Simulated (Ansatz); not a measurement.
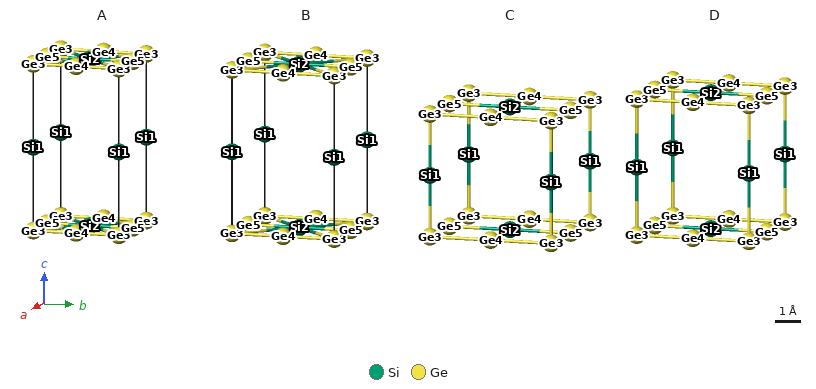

4 geometries from one relaxation of a crystal of Si₂Ge₃ (a generated structure, set up in P4/mmm) (coarse preliminary run), in shuffled order. Style: ball-and-stick. Shown: the cell of the calculation, slightly off an axis.

All numbers below come from DFT PBE, scalar-relativistic, plane waves, PAW (Ansatz). (plane-wave cutoff 420 eV; k-point mesh 6 × 6 × 4; occupations gaussian; smearing width 0.1 eV; no spin polarisation; cell and atoms relaxed; force threshold 0.04 eV/Å; at most 70 steps)

**Order the frames from highest to lowest energy.**

A, B, D, C. They are steps 0, 4, 8, 16, at +38.231 eV per cell of the calculation, +7.517 eV per cell of the calculation, +2.623 eV per cell of the calculation relative to the last. After 14 accepted moves (16 points after the start) the energy has fallen by 38.231 eV per cell of the calculation. All forces vanish by symmetry, so only the cell relaxes. Pressure: 176.98 GPa at the start and 0.23 GPa at the end. At 2 points the geometry stayed and the basis and grid were re-selected for the new cell (energy shift of 1.317 eV per cell of the calculation at most each time). No atom moves by more than 0.005 Å relative to the cell. The volume changes by +47.9 %, with a = b 3.595 → 5.096 Å (+41.8 %), c 6.772 → 4.985 Å (−26.4 %). Some distances before and after: Si2–Ge3 2.542 → 3.603 Å, Si1–Ge3 3.386 → 2.492 Å, Si2–Ge4 1.797 → 2.548 Å, Ge3–Ge4 1.797 → 2.548 Å. New bonds form: Si1–Ge3 (3.39 → 2.49 Å). The space group stays P4/mmm (No. 123). The run took 93 s on 1 thread of Arm Neoverse V2 (shared host), peak memory 0.41 GiB.
